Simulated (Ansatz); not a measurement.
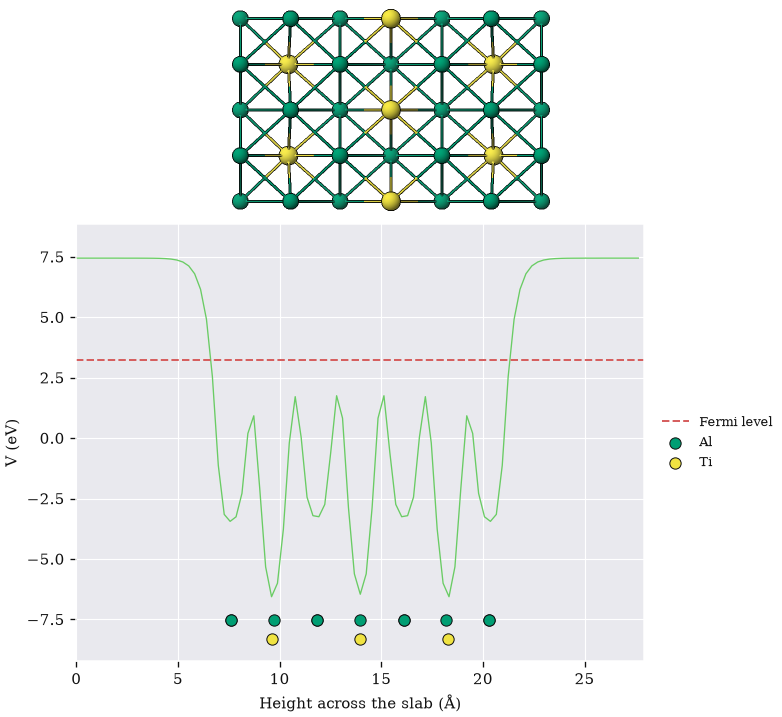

Plane-averaged electrostatic potential energy of an electron across the slab; circles at the bottom mark the heights of the atoms (positions after relaxation). The structure is drawn too.

The material is a (001) slab cut from TiAl₃ (I4/mmm), of composition Ti₃Al₁₁ (not the bulk's), ended by Al planes, 14 atoms in the cell.

Ansatz; DFT PBE, scalar-relativistic, plane waves, PAW, no spin polarisation, 9×9×1 k mesh, Gaussian smearing of 0.1 eV.

### What is the work function?

The work function is 4.22 eV, the same on both faces. The two vacuum levels agree, so the slab has no net dipole along its normal.

### How thick are slab and vacuum?

The outermost atoms are 12.7 Å apart, which leaves 15.3 Å of vacuum in a cell 27.9 Å high.
